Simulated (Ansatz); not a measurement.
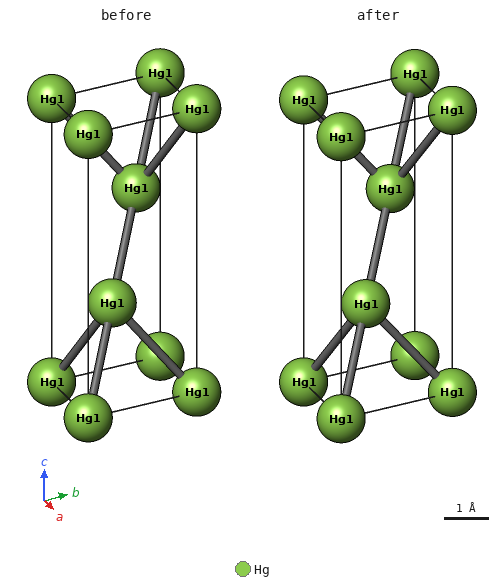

Left: a symmetric starting cell of Hg. Right: the same structure after one change, at the same scale. A ball-and-stick model of the conventional cell (3 times the calculation's cell), seen slightly off an axis. Lengths and directions refer to the drawn axes.

These are results of DFT PBE, scalar-relativistic, plane waves, PAW in Ansatz, not measurements. (plane-wave cutoff 420 eV; k-point mesh 15 × 15 × 15; occupations gaussian; smearing width 0.1 eV; no spin polarisation)

What distinguishes the right structure from the left one?

Answer. The cell is strained by −0.5 % along c and +2.5 % across it (volume +4.6 %), the atoms keeping their fractional coordinates. No relaxation follows. The starting cell wasn't computed here and needn't be at equilibrium, so pressure and forces aren't due to the change alone.

And its effect?

Answer. Some distances before and after: Hg–Hg 2.997 → 3.023 Å. The space group stays R-3m (No. 166). The pressure is 4.0 GPa (not all of it need come from the change, since the unchanged cell can be under pressure at this level too). The principal stresses (compression positive) are 4.2 GPa along c and 3.9 GPa across it. All forces vanish by symmetry.
